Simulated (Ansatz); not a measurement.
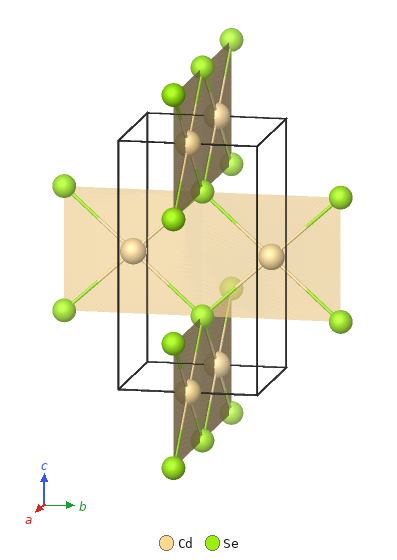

Shown here is a polyhedral view of the crystal, taken slightly off an axis. Lines trace the edges of the conventional unit cell. A few atoms beyond the faces are included. Cell: a = 4.09 Å, b = 4.09 Å, c = 7.36 Å, α = 90.00°, β = 90.00°, γ = 90.00°.

The cell started as a structure type filled with these elements by a generator (whether the compound takes this form wasn't checked). Earlier steps of the study may have refined or changed the cell and positions. It was run through Ansatz as a DFT input.

> Give a description of the structure.

The stoichiometry is CdSe. The structure has P4_2/mmc (No. 131) symmetry and a primitive tetragonal lattice. With Z = 2, the cell contains 2 Cd, 2 Se. The polyhedra are CdSe4 squares; they share corners and edges. Each Cd has four Se in a distorted square planar arrangement at about 2.8 Å. The neighbours of Se are four Cd in a distorted tetrahedral arrangement at about 2.8 Å. The bonds build a three-dimensional framework.

The numbers come from DFT PBE, scalar-relativistic, plane waves, PAW (Ansatz 0.2.0), using wavefunction cutoff 420 eV, a 12×12×6 k-point grid, Gaussian smearing of 0.1 eV, no spin polarisation.

> What is the band gap, if any?

A metal: bands cross the Fermi level.

> Predict the Bader charges.

Cd +0.72 e; Se -0.72 e.

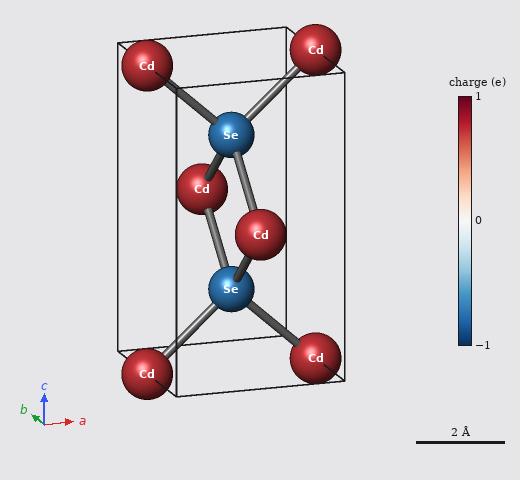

The atoms coloured by those charges. The run's cell of 4 atoms is drawn.

> Is the structure relaxed at this level of theory?

Yes. All forces vanish to within 0.01 eV/Å. The pressure is 0.0 GPa, close to zero.
